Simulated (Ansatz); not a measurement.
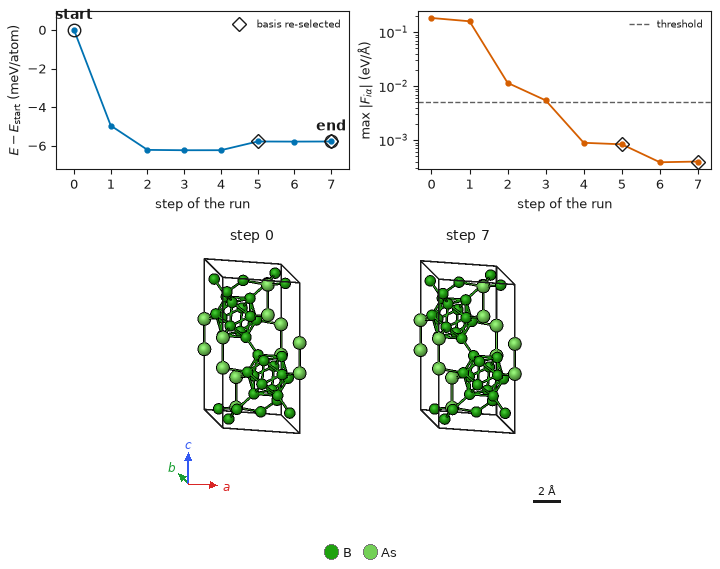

First and last geometry of a relaxation of solid B₆As (set up in R-3m), with the history of the run. Style: ball-and-stick. Shown: the conventional cell (3 times the calculation's cell), slightly off an axis. Lengths and directions refer to the drawn axes.

Method: DFT LDA, scalar-relativistic, plane waves, PAW (Ansatz 0.2.0). (plane-wave cutoff 420 eV; k-point mesh 6 × 6 × 6; occupations gaussian; smearing width 0.02 eV; no spin polarisation; cell and atoms relaxed; force threshold 0.005 eV/Å; at most 80 steps)

Read the history and describe the run.

Answer. It converged. The atoms keep their places relative to the cell (all moves are under 0.005 Å). Cell: a = b 6.137 → 6.078 Å (−1.0 %), c 11.895 → 11.749 Å (−1.2 %). Volume −3.1 %. Among the contacts that change: B–B 1.900 → 1.877 Å, As–As 2.392 → 2.370 Å, B–B 1.812 → 1.791 Å, As–B 1.999 → 1.978 Å. The space group stays R-3m (No. 166). Over 5 accepted moves (7 points after the start) the energy falls by 5.8 meV per atom. The largest force component goes from 0.18 to 0.0004 eV/Å. The pressure goes from −6.20 to 0.00 GPa. The SCF was repeated twice at an unchanged geometry on a basis and grid sized afresh for the cell, which shifted the energy by 0.5 meV per atom at most. The run took 71 s on 4 threads of AMD EPYC (Zen 3) (shared host), peak memory 0.59 GiB.

```
step  E − E(0), meV/atom  largest force component, eV/Å  pressure, GPa  volume, Å³/atom                      note
   0                0.00                         0.1840          -6.20            9.237                          
   1               -4.95                         0.1598          -2.59            9.056                          
   2               -6.21                         0.0115           0.17            8.945                          
   3               -6.22                         0.0055           0.02            8.949                          
   4               -6.22                         0.0009           0.00            8.951                          
   5               -5.77                         0.0008          -0.06            8.951  same geometry, new basis
   6               -5.78                         0.0004           0.00            8.948                          
   7               -5.77                         0.0004           0.00            8.948  same geometry, new basis
```
